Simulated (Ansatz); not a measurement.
## Si: geometry relaxation (part 2 of 3)

The same run, continued: Si (2 atoms in the cell); DFT PBE+D3(BJ), scalar-relativistic, plane waves, PAW, no spin polarisation (Ansatz 0.2.0); cutoff 420 eV, 8×8×6 k-mesh, Gaussian smearing of 0.1 eV. The structure was made by swapping elements on the sites of another compound; it need not be a known phase. It belongs to a series of runs on one base structure; here: C -> Si on all its sites, cell and atoms relaxed.

Geometry of the input (Å; fractional positions):
```
2.7084  -1.5637  -0.0137
2.7084  1.5637  -0.0137
-1.7783  0.0000  4.2897
Si 0.8334  0.8334  0.0001
Si 0.1666  0.1666  0.9999
```

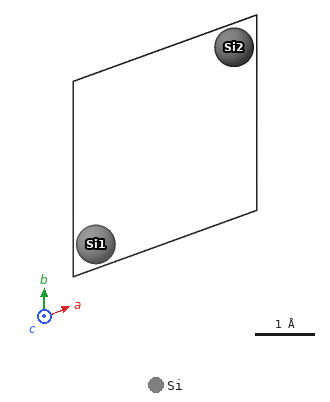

Figure 1. The geometry at step 13 of the log (ball-and-stick view of the reduced cell, along the c axis; atoms are numbered from 1 in the order of the input).

**What the program printed, continued**
```
SCF iter   1: F=—  HF=-1271.653727 eV  |F-HF|=—  |Δ(HF+E_count)|=         —  Δρ=4.47e-3  dr2=1.06e-2  ethr=1.23e-4  ⟨swp⟩=1.0  Hψ=9268  notcnv=0
preconditioner: auto → none  [insulator: Δε(μ)=0.132 eV  Ē_g=8.723 eV  σ=0.100 eV  W_gap=0.65  n_scr=8 (ndim 8)  ℏωp=15.2 eV  f_vac=0.000  D(μ)=0.10/eV (n_scr^D=0)  ε∞_Penn≈4.0]
SCF iter   2: F=—  HF=-1271.653228 eV  |F-HF|=—  |Δ(HF+E_count)|=   4.99e-4  Δρ=2.11e-3  dr2=2.04e-3  ethr=1.23e-4  ⟨swp⟩=1.0  Hψ=912  notcnv=0
SCF iter   3: F=—  HF=-1271.653461 eV  |F-HF|=—  |Δ(HF+E_count)|=   2.33e-4  Δρ=2.04e-4  dr2=1.55e-5  ethr=2.55e-5  ⟨swp⟩=1.4  Hψ=969  notcnv=0
SCF iter   4: F=—  HF=-1271.653522 eV  |F-HF|=—  |Δ(HF+E_count)|=   6.07e-5  Δρ=3.41e-5  dr2=3.99e-7  ethr=1.94e-7  ⟨swp⟩=2.5  Hψ=1355  notcnv=0
SCF iter   5: F=-1271.653522 eV  HF=-1271.653522 eV  |F-HF|=2.17e-9  |Δ(HF+E_count)|=   2.29e-7  Δρ=4.31e-6  dr2=1.45e-8  ethr=2.50e-9  ⟨swp⟩=5.8  Hψ=5012  notcnv=0
SCF 8 converged in 5 iterations: F = -1271.653522 eV  dr2 = 1.45e-8
  greatest PAW one-centre occupation: 0.641 electrons in one spin orbital (limit 2), on the Si atom at site 1 (counted from 0), in its partial waves of l = 0
relax step   8: F+E_penalty+E_count = -1271.65352186 eV  Δ(F+E_penalty+E_count) = -2.683e-1 eV  max|allowed force component| = 8.681e-1 eV/Å  Δτ_max = 0.0543 Å  P = -5.466 GPa  Ω = 47.943 Å³  energy of the carried Pulay correction = -2.538e-3 eV  (5 SCF iters, dr2 threshold 2.00e-7 eV, accepted)
Crystal: 2 atoms, lattice volume = 45.903 Å³
Basis set: ecut = 420 eV, 917 PW (Γ), exchange–correlation on 48×48×64 points (8 copies of the dense FFT grid, shifted against one another)
iter 1 solved again at ethr=1.68e-4 eV; its pass at ethr=3.10e-3 eV (dr2=1.34e-2 eV) is discarded
SCF iter   1: F=—  HF=-1271.890464 eV  |F-HF|=—  |Δ(HF+E_count)|=         —  Δρ=5.47e-3  dr2=1.47e-2  ethr=1.68e-4  ⟨swp⟩=1.0  Hψ=9284  notcnv=0
preconditioner: auto → none  [insulator: Δε(μ)=0.377 eV  Ē_g=8.855 eV  σ=0.100 eV  W_gap=0.99  n_scr=8 (ndim 8)  ℏωp=15.5 eV  f_vac=0.000  D(μ)=0.00/eV (n_scr^D=0)  ε∞_Penn≈4.1]
SCF iter   2: F=—  HF=-1271.888163 eV  |F-HF|=—  |Δ(HF+E_count)|=   2.30e-3  Δρ=2.42e-3  dr2=2.43e-3  ethr=1.68e-4  ⟨swp⟩=1.0  Hψ=912  notcnv=0
SCF iter   3: F=—  HF=-1271.888174 eV  |F-HF|=—  |Δ(HF+E_count)|=   1.14e-5  Δρ=2.75e-4  dr2=2.65e-5  ethr=3.04e-5  ⟨swp⟩=1.9  Hψ=1092  notcnv=0
SCF iter   4: F=—  HF=-1271.888200 eV  |F-HF|=—  |Δ(HF+E_count)|=   2.57e-5  Δρ=2.72e-5  dr2=2.26e-7  ethr=3.31e-7  ⟨swp⟩=2.5  Hψ=1383  notcnv=0
SCF iter   5: F=-1271.888200 eV  HF=-1271.888200 eV  |F-HF|=9.31e-9  |Δ(HF+E_count)|=   3.76e-7  Δρ=4.32e-6  dr2=5.34e-9  ethr=2.50e-9  ⟨swp⟩=5.6  Hψ=5151  notcnv=0
WARN: dispersion: an atom stands within reach of a switch of its C6 between two reference coordination numbers of its element: through that C6 alone, e_disp changes by 0.025 eV or more while the distances to its neighbours run over a stretch of 0.05 Å that contains this geometry (sites counted from 0 in the run's list of atoms or, in a supercell that it derives, in that cell's: here a list of 2) — site 0 (Si): coordination number 3.492 (about 3.33 to 3.65 with every neighbour 0.05 Å farther or nearer), switch near 3.404 between the references 3.868 (weight 0.66) and 2.941 (weight 0.34), e_disp changing by some 0.04 eV; site 1 (Si): coordination number 3.492 (about 3.33 to 3.65 with every neighbour 0.05 Å farther or nearer), switch near 3.404 between the references 3.868 (weight 0.66) and 2.941 (weight 0.34), e_disp changing by some 0.04 eV; some 0.07 eV in sum. This is how the published method behaves, and the energy and the forces stay consistent. Where you compare this geometry's total energy with another's, compare their components.e_disp too, and, where the geometries are yours to choose, keep both on one side of the switch, which a site's coordination number tells: a relaxation that ends in reach of it can search the other side under relax.adjacent_minimum: search, except where no move that the cell, the constraints and the symmetry allow carries the atom there
SCF 9 converged in 5 iterations: F = -1271.888200 eV  dr2 = 5.34e-9
  greatest PAW one-centre occupation: 0.633 electrons in one spin orbital (limit 2), on the Si atom at site 1 (counted from 0), in its partial waves of l = 0
relax step   9: F+E_penalty+E_count = -1271.88820006 eV  Δ(F+E_penalty+E_count) = -2.347e-1 eV  max|allowed force component| = 6.793e-1 eV/Å  Δτ_max = 0.0556 Å  P = -4.634 GPa  Ω = 45.903 Å³  energy of the carried Pulay correction = -2.232e-3 eV  (5 SCF iters, dr2 threshold 2.00e-7 eV, accepted)
Crystal: 2 atoms, lattice volume = 43.036 Å³
Basis set: ecut = 420 eV, 875 PW (Γ), exchange–correlation on 48×48×64 points (8 copies of the dense FFT grid, shifted against one another)
iter 1 solved again at ethr=1.94e-4 eV; its pass at ethr=3.10e-3 eV (dr2=1.55e-2 eV) is discarded
SCF iter   1: F=—  HF=-1272.130111 eV  |F-HF|=—  |Δ(HF+E_count)|=         —  Δρ=6.00e-3  dr2=1.74e-2  ethr=1.94e-4  ⟨swp⟩=1.0  Hψ=9270  notcnv=0
preconditioner: auto → none  [insulator: Δε(μ)=0.632 eV  Ē_g=9.143 eV  σ=0.100 eV  W_gap=1.00  n_scr=8 (ndim 8)  ℏωp=16.0 eV  f_vac=0.000  D(μ)=0.00/eV (n_scr^D=0)  ε∞_Penn≈4.1]
SCF iter   2: F=—  HF=-1272.126020 eV  |F-HF|=—  |Δ(HF+E_count)|=   4.09e-3  Δρ=2.43e-3  dr2=2.34e-3  ethr=1.94e-4  ⟨swp⟩=1.9  Hψ=1123  notcnv=0
SCF iter   3: F=—  HF=-1272.125896 eV  |F-HF|=—  |Δ(HF+E_count)|=   1.23e-4  Δρ=3.56e-4  dr2=3.96e-5  ethr=2.92e-5  ⟨swp⟩=2.0  Hψ=1329  notcnv=0
SCF iter   4: F=—  HF=-1272.125906 eV  |F-HF|=—  |Δ(HF+E_count)|=   9.77e-6  Δρ=3.11e-5  dr2=2.95e-7  ethr=4.95e-7  ⟨swp⟩=2.5  Hψ=1402  notcnv=0
SCF iter   5: F=-1272.125907 eV  HF=-1272.125907 eV  |F-HF|=1.06e-8  |Δ(HF+E_count)|=   5.74e-7  Δρ=4.59e-6  dr2=5.73e-9  ethr=2.50e-9  ⟨swp⟩=6.0  Hψ=5389  notcnv=0
SCF 10 converged in 5 iterations: F = -1272.125907 eV  dr2 = 5.73e-9
  greatest PAW one-centre occupation: 0.631 electrons in one spin orbital (limit 2), on the Si atom at site 1 (counted from 0), in its partial waves of l = 0
relax step  10: F+E_penalty+E_count = -1272.12590672 eV  Δ(F+E_penalty+E_count) = -2.377e-1 eV  max|allowed force component| = 5.175e-1 eV/Å  Δτ_max = 0.0499 Å  P = -5.872 GPa  Ω = 43.036 Å³  energy of the carried Pulay correction = -1.747e-3 eV  (5 SCF iters, dr2 threshold 2.00e-7 eV, accepted)
Crystal: 2 atoms, lattice volume = 39.927 Å³
Basis set: ecut = 420 eV, 789 PW (Γ), exchange–correlation on 48×48×64 points (8 copies of the dense FFT grid, shifted against one another)
iter 1 solved again at ethr=3.32e-4 eV; its pass at ethr=3.10e-3 eV (dr2=2.65e-2 eV) is discarded
SCF iter   1: F=—  HF=-1272.170450 eV  |F-HF|=—  |Δ(HF+E_count)|=         —  Δρ=7.94e-3  dr2=3.03e-2  ethr=3.32e-4  ⟨swp⟩=1.0  Hψ=9343  notcnv=0
eigensolver tolerance schedule calibrated: the retry pair's looser diagonalisation under-reported the residual by θ = 0.12 (0.13/decade); ethr = c·dr2/N_el runs at the constant in force after the calibration composes with the one it found (an armed cap, an earlier calibration), c = 6.2e-2
preconditioner: auto → none  [insulator: Δε(μ)=0.515 eV  Ē_g=9.508 eV  σ=0.100 eV  W_gap=1.00  n_scr=8 (ndim 8)  ℏωp=16.6 eV  f_vac=0.000  D(μ)=0.00/eV (n_scr^D=0)  ε∞_Penn≈4.1]
SCF iter   2: F=—  HF=-1272.159834 eV  |F-HF|=—  |Δ(HF+E_count)|=   1.06e-2  Δρ=2.74e-3  dr2=2.74e-3  ethr=2.35e-4  ⟨swp⟩=2.6  Hψ=1387  notcnv=0
SCF iter   3: F=—  HF=-1272.159246 eV  |F-HF|=—  |Δ(HF+E_count)|=   5.88e-4  Δρ=4.90e-4  dr2=6.43e-5  ethr=2.13e-5  ⟨swp⟩=2.9  Hψ=1422  notcnv=0
SCF iter   4: F=—  HF=-1272.159246 eV  |F-HF|=—  |Δ(HF+E_count)|=   6.60e-7  Δρ=4.17e-5  dr2=4.50e-7  ethr=5.00e-7  ⟨swp⟩=2.7  Hψ=1405  notcnv=0
SCF iter   5: F=-1272.159246 eV  HF=-1272.159246 eV  |F-HF|=1.40e-8  |Δ(HF+E_count)|=   7.77e-7  Δρ=5.89e-6  dr2=8.42e-9  ethr=1.55e-9  ⟨swp⟩=6.1  Hψ=5515  notcnv=0
SCF 11 converged in 5 iterations: F = -1272.159246 eV  dr2 = 8.42e-9
  greatest PAW one-centre occupation: 0.635 electrons in one spin orbital (limit 2), on the Si atom at site 1 (counted from 0), in its partial waves of l = 0
relax step  11: F+E_penalty+E_count = -1272.15924645 eV  Δ(F+E_penalty+E_count) = -3.334e-2 eV  max|allowed force component| = 9.873e-1 eV/Å  Δτ_max = 0.0441 Å  P = -0.128 GPa  Ω = 39.927 Å³  energy of the carried Pulay correction = -1.169e-3 eV  (5 SCF iters, dr2 threshold 2.00e-7 eV, accepted)
Crystal: 2 atoms, lattice volume = 40.702 Å³
Basis set: ecut = 420 eV, 811 PW (Γ), exchange–correlation on 48×48×64 points (8 copies of the dense FFT grid, shifted against one another)
iter 1 solved again at ethr=9.20e-5 eV; its pass at ethr=3.10e-3 eV (dr2=7.36e-3 eV) is discarded
SCF iter   1: F=—  HF=-1272.203129 eV  |F-HF|=—  |Δ(HF+E_count)|=         —  Δρ=4.11e-3  dr2=7.14e-3  ethr=9.20e-5  ⟨swp⟩=1.0  Hψ=9037  notcnv=0
preconditioner: auto → none  [insulator: Δε(μ)=0.357 eV  Ē_g=9.393 eV  σ=0.100 eV  W_gap=0.99  n_scr=8 (ndim 8)  ℏωp=16.5 eV  f_vac=0.000  D(μ)=0.00/eV (n_scr^D=0)  ε∞_Penn≈4.1]
SCF iter   2: F=—  HF=-1272.200751 eV  |F-HF|=—  |Δ(HF+E_count)|=   2.38e-3  Δρ=1.53e-3  dr2=7.11e-4  ethr=8.92e-5  ⟨swp⟩=2.0  Hψ=1238  notcnv=0
SCF iter   3: F=—  HF=-1272.200627 eV  |F-HF|=—  |Δ(HF+E_count)|=   1.24e-4  Δρ=2.91e-4  dr2=2.16e-5  ethr=8.88e-6  ⟨swp⟩=2.1  Hψ=1289  notcnv=0
SCF iter   4: F=—  HF=-1272.200625 eV  |F-HF|=—  |Δ(HF+E_count)|=   2.40e-6  Δρ=1.53e-5  dr2=5.46e-8  ethr=2.50e-9  ⟨swp⟩=4.9  Hψ=5947  notcnv=0
SCF iter   5: F=-1272.200625 eV  HF=-1272.200625 eV  |F-HF|=1.32e-9  |Δ(HF+E_count)|=   7.55e-8  Δρ=1.89e-6  dr2=8.25e-10  ethr=6.82e-10  ⟨swp⟩=2.2  Hψ=3195  notcnv=0
SCF 12 converged in 5 iterations: F = -1272.200625 eV  dr2 = 8.25e-10
relax step  12: F+E_penalty+E_count = -1272.20062467 eV  Δ(F+E_penalty+E_count) = -4.138e-2 eV  max|allowed force component| = 2.376e-1 eV/Å  Δτ_max = 0.0402 Å  P = -2.291 GPa  Ω = 40.702 Å³  energy of the carried Pulay correction = -1.311e-3 eV  (5 SCF iters, dr2 threshold 2.00e-7 eV, accepted)
Crystal: 2 atoms, lattice volume = 40.022 Å³
Basis set: ecut = 420 eV, 773 PW (Γ), exchange–correlation on 48×48×64 points (8 copies of the dense FFT grid, shifted against one another)
iter 1 solved again at ethr=6.18e-5 eV; its pass at ethr=3.10e-3 eV (dr2=4.94e-3 eV) is discarded
SCF iter   1: F=—  HF=-1272.210034 eV  |F-HF|=—  |Δ(HF+E_count)|=         —  Δρ=3.03e-3  dr2=5.26e-3  ethr=6.18e-5  ⟨swp⟩=1.0  Hψ=8858  notcnv=0
preconditioner: auto → none  [insulator: Δε(μ)=0.536 eV  Ē_g=9.478 eV  σ=0.100 eV  W_gap=1.00  n_scr=8 (ndim 8)  ℏωp=16.6 eV  f_vac=0.000  D(μ)=0.00/eV (n_scr^D=0)  ε∞_Penn≈4.1]
SCF iter   2: F=—  HF=-1272.208320 eV  |F-HF|=—  |Δ(HF+E_count)|=   1.71e-3  Δρ=1.10e-3  dr2=4.32e-4  ethr=6.18e-5  ⟨swp⟩=2.1  Hψ=1311  notcnv=0
SCF iter   3: F=—  HF=-1272.208295 eV  |F-HF|=—  |Δ(HF+E_count)|=   2.49e-5  Δρ=2.70e-4  dr2=1.54e-5  ethr=5.40e-6  ⟨swp⟩=2.1  Hψ=1328  notcnv=0
SCF iter   4: F=—  HF=-1272.208287 eV  |F-HF|=—  |Δ(HF+E_count)|=   8.76e-6  Δρ=1.33e-5  dr2=4.16e-8  ethr=2.50e-9  ⟨swp⟩=4.5  Hψ=5763  notcnv=0
SCF iter   5: F=-1272.208287 eV  HF=-1272.208287 eV  |F-HF|=8.02e-10  |Δ(HF+E_count)|=   5.98e-8  Δρ=1.37e-6  dr2=5.22e-10  ethr=5.19e-10  ⟨swp⟩=2.2  Hψ=3178  notcnv=0
SCF 13 converged in 5 iterations: F = -1272.208287 eV  dr2 = 5.22e-10
  greatest PAW one-centre occupation: 0.634 electrons in one spin orbital (limit 2), on the Si atom at site 1 (counted from 0), in its partial waves of l = 0
relax step  13: F+E_penalty+E_count = -1272.20828678 eV  Δ(F+E_penalty+E_count) = -7.662e-3 eV  max|allowed force component| = 6.757e-2 eV/Å  Δτ_max = 0.0369 Å  P = -0.789 GPa  Ω = 40.022 Å³  energy of the carried Pulay correction = -1.147e-3 eV  (5 SCF iters, dr2 threshold 2.00e-7 eV, accepted)
Crystal: 2 atoms, lattice volume = 39.640 Å³
Basis set: ecut = 420 eV, 749 PW (Γ), exchange–correlation on 48×48×64 points (8 copies of the dense FFT grid, shifted against one another)
iter 1 solved again at ethr=1.41e-5 eV; its pass at ethr=3.10e-3 eV (dr2=1.13e-3 eV) is discarded
SCF iter   1: F=—  HF=-1272.214986 eV  |F-HF|=—  |Δ(HF+E_count)|=         —  Δρ=1.59e-3  dr2=1.44e-3  ethr=1.41e-5  ⟨swp⟩=2.2  Hψ=8355  notcnv=0
preconditioner: auto → none  [insulator: Δε(μ)=0.558 eV  Ē_g=9.526 eV  σ=0.100 eV  W_gap=1.00  n_scr=8 (ndim 8)  ℏωp=16.7 eV  f_vac=0.000  D(μ)=0.00/eV (n_scr^D=0)  ε∞_Penn≈4.1]
SCF iter   2: F=—  HF=-1272.214491 eV  |F-HF|=—  |Δ(HF+E_count)|=   4.96e-4  Δρ=5.45e-4  dr2=1.13e-4  ethr=1.41e-5  ⟨swp⟩=2.3  Hψ=1310  notcnv=0
SCF iter   3: F=—  HF=-1272.214466 eV  |F-HF|=—  |Δ(HF+E_count)|=   2.46e-5  Δρ=1.26e-4  dr2=3.29e-6  ethr=1.41e-6  ⟨swp⟩=2.4  Hψ=1352  notcnv=0
SCF iter   4: F=-1272.214468 eV  HF=-1272.214468 eV  |F-HF|=2.31e-8  |Δ(HF+E_count)|=   2.16e-6  Δρ=8.62e-6  dr2=1.72e-8  ethr=2.50e-9  ⟨swp⟩=6.9  Hψ=5708  notcnv=0
SCF 14 converged in 4 iterations: F = -1272.214468 eV  dr2 = 1.72e-8
relax step  14: F+E_penalty+E_count = -1272.21446828 eV  Δ(F+E_penalty+E_count) = -6.181e-3 eV  max|allowed force component| = 4.897e-3 eV/Å  Δτ_max = 0.0139 Å  P = +0.098 GPa  Ω = 39.640 Å³  energy of the carried Pulay correction = -1.081e-3 eV  (4 SCF iters, dr2 threshold 2.00e-7 eV, accepted)
Basis set: ecut = 420 eV, 749 PW (Γ), exchange–correlation on 54×54×54 points (8 copies of the dense FFT grid, shifted against one another)
Initial wavefunctions: pseudopotential atomic-orbital guess (no wavefunctions were taken with the density)
iter 1 solved again at ethr=3.28e-7 eV; its pass at ethr=3.10e-3 eV (dr2=2.62e-5 eV) is discarded
SCF iter   1: F=—  HF=-1272.236555 eV  |F-HF|=—  |Δ(HF+E_count)|=         —  Δρ=7.29e-4  dr2=2.37e-5  ethr=3.28e-7  ⟨swp⟩=2.9  Hψ=10508  notcnv=0
preconditioner: auto → none  [insulator: Δε(μ)=0.573 eV  Ē_g=9.523 eV  σ=0.100 eV  W_gap=1.00  n_scr=8 (ndim 8)  ℏωp=16.7 eV  f_vac=0.000  D(μ)=0.00/eV (n_scr^D=0)  ε∞_Penn≈4.1]
SCF iter   2: F=—  HF=-1272.236739 eV  |F-HF|=—  |Δ(HF+E_count)|=   1.84e-4  Δρ=3.75e-4  dr2=6.07e-6  ethr=2.96e-7  ⟨swp⟩=2.4  Hψ=1405  notcnv=0
SCF iter   3: F=—  HF=-1272.236807 eV  |F-HF|=—  |Δ(HF+E_count)|=   6.78e-5  Δρ=7.30e-6  dr2=4.23e-9  ethr=7.58e-8  ⟨swp⟩=2.0  Hψ=1368  notcnv=0
SCF iter   4: F=—  HF=-1272.236809 eV  |F-HF|=—  |Δ(HF+E_count)|=   1.89e-6  Δρ=9.99e-7  dr2=1.49e-10  ethr=2.50e-11  ⟨swp⟩=6.0  Hψ=4933  notcnv=0
SCF iter   5: F=-1272.236809 eV  HF=-1272.236809 eV  |F-HF|=3.18e-12  |Δ(HF+E_count)|=  3.29e-10  Δρ=9.59e-8  dr2=2.51e-12  ethr=1.87e-12  ⟨swp⟩=2.0  Hψ=3093  notcnv=0
SCF 15 converged in 5 iterations: F = -1272.236809 eV  dr2 = 2.51e-12
relax step  15: F+E_penalty+E_count = -1272.23680892 eV  Δ(F+E_penalty+E_count) = -2.234e-2 eV  max|allowed force component| = 3.196e-3 eV/Å  Δτ_max = 0.0000 Å  P = +0.477 GPa  Ω = 39.640 Å³  stress off target by 6.72e-1 GPa  SCF on the basis re-selected at this cell (its energy is not comparable with the rows above)  (5 SCF iters)
basis re-selected at this cell: Δ(F+E_penalty+E_count) = -2.234e-2 eV, ΔP = +0.378 GPa vs the last step (what re-selecting the basis moved, of the pressure what is left beyond the Pulay correction that the steps carried, after the strain that the cell walked since its last selection, with what the two solves' SCF thresholds leave and, on support functions, any second-order correction that the steps lacked; it is no measure of the basis error at this ecutwfc). The dense FFT grid was sized anew with the basis: this SCF ran on 27×27×27 points, the steps before it on 24×24×32, so part of this shift can come from that change (see relax.cell in the input reference). This SCF's stress stands 6.72e-1 GPa from its target on what of the cell is left free (relax.cell.stress_tol is 5.00e-1 GPa) and its largest allowed force component is 3.20e-3 eV/Å (relax.f_tol is 5.00e-2 eV/Å): not within both, so this SCF does not close the relaxation
Crystal: 2 atoms, lattice volume = 39.836 Å³
iter 1 solved again at ethr=9.90e-7 eV; its pass at ethr=3.10e-3 eV (dr2=7.92e-5 eV) is discarded
SCF iter   1: F=—  HF=-1272.237303 eV  |F-HF|=—  |Δ(HF+E_count)|=         —  Δρ=4.01e-4  dr2=9.21e-5  ethr=9.90e-7  ⟨swp⟩=2.5  Hψ=8169  notcnv=0
preconditioner: auto → none  [insulator: Δε(μ)=0.588 eV  Ē_g=9.499 eV  σ=0.100 eV  W_gap=1.00  n_scr=8 (ndim 8)  ℏωp=16.6 eV  f_vac=0.000  D(μ)=0.00/eV (n_scr^D=0)  ε∞_Penn≈4.1]
SCF iter   2: F=—  HF=-1272.237273 eV  |F-HF|=—  |Δ(HF+E_count)|=   2.95e-5  Δρ=1.44e-4  dr2=9.39e-6  ethr=9.90e-7  ⟨swp⟩=2.1  Hψ=1323  notcnv=0
SCF iter   3: F=-1272.237272 eV  HF=-1272.237272 eV  |F-HF|=9.78e-8  |Δ(HF+E_count)|=   1.54e-6  Δρ=2.54e-5  dr2=1.70e-7  ethr=2.50e-9  ⟨swp⟩=4.2  Hψ=5510  notcnv=0
SCF 16 converged in 3 iterations: F = -1272.237272 eV  dr2 = 1.70e-7
relax step  16: F+E_penalty+E_count = -1272.23727167 eV  Δ(F+E_penalty+E_count) = -4.627e-4 eV  max|allowed force component| = 9.432e-4 eV/Å  Δτ_max = 0.0024 Å  P = +0.017 GPa  Ω = 39.836 Å³  energy of the carried Pulay correction = -2.966e-5 eV  (3 SCF iters, dr2 threshold 2.00e-7 eV, accepted)
iter 1 solved again at ethr=8.71e-8 eV; its pass at ethr=3.10e-3 eV (dr2=6.96e-6 eV) is discarded
SCF iter   1: F=—  HF=-1272.237305 eV  |F-HF|=—  |Δ(HF+E_count)|=         —  Δρ=2.59e-5  dr2=1.70e-7  ethr=8.71e-8  ⟨swp⟩=2.9  Hψ=10615  notcnv=0
preconditioner: auto → none  [insulator: Δε(μ)=0.590 eV  Ē_g=9.500 eV  σ=0.100 eV  W_gap=1.00  n_scr=8 (ndim 8)  ℏωp=16.6 eV  f_vac=0.000  D(μ)=0.00/eV (n_scr^D=0)  ε∞_Penn≈4.1]
SCF iter   2: F=—  HF=-1272.237305 eV  |F-HF|=—  |Δ(HF+E_count)|=   8.05e-7  Δρ=1.34e-5  dr2=4.52e-8  ethr=2.12e-9  ⟨swp⟩=2.0  Hψ=1310  notcnv=0
SCF iter   3: F=-1272.237305 eV  HF=-1272.237305 eV  |F-HF|=6.89e-11  |Δ(HF+E_count)|=   5.66e-8  Δρ=7.97e-7  dr2=2.18e-10  ethr=2.50e-11  ⟨swp⟩=4.0  Hψ=4583  notcnv=0
SCF 17 converged in 3 iterations: F = -1272.237305 eV  dr2 = 2.18e-10
relax step  17: F+E_penalty+E_count = -1272.23730463 eV  Δ(F+E_penalty+E_count) = -3.297e-5 eV  max|allowed force component| = 9.087e-4 eV/Å  Δτ_max = 0.0000 Å  P = +0.017 GPa  Ω = 39.836 Å³  stress off target by 3.00e-2 GPa  SCF on the basis re-selected at this cell (its energy is not comparable with the rows above)  (3 SCF iters)
```
